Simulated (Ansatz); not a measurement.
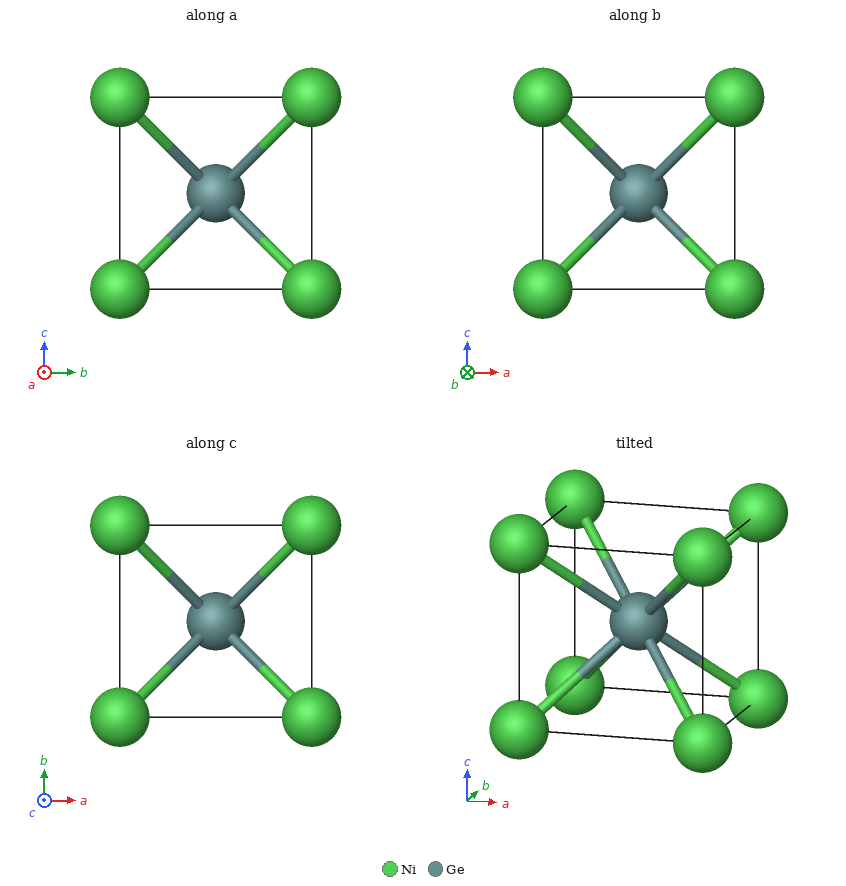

Crystal structure, ball-and-stick style, seen along the a axis, along the b axis, along the c axis and slightly off an axis. The conventional unit cell is drawn as a box.

Lattice parameters: a = 2.9767 Å, b = 2.9767 Å, c = 2.9767 Å, α = 90.000°, β = 90.000°, γ = 90.000°.

### Write down what is shown as a CIF with its space group and independent sites.

```cif
data_structure
_symmetry_space_group_name_H-M 'P m -3 m'
_symmetry_Int_Tables_number 221
_cell_length_a 2.9767
_cell_length_b 2.9767
_cell_length_c 2.9767
_cell_angle_alpha 90.000
_cell_angle_beta 90.000
_cell_angle_gamma 90.000
_cell_volume 26.38
loop_
_atom_site_label
_atom_site_type_symbol
_atom_site_symmetry_multiplicity
_atom_site_Wyckoff_symbol
_atom_site_fract_x
_atom_site_fract_y
_atom_site_fract_z
_atom_site_occupancy
Ni1 Ni 1 a 0.0000 0.0000 0.0000 1
Ge1 Ge 1 b 0.5000 0.5000 0.5000 1
```

It goes back to a structure type filled with these elements by a generator (whether the compound takes this form wasn't checked). Relaxation method: Ansatz 0.2.0, DFT PBE, scalar-relativistic, plane waves, PAW.
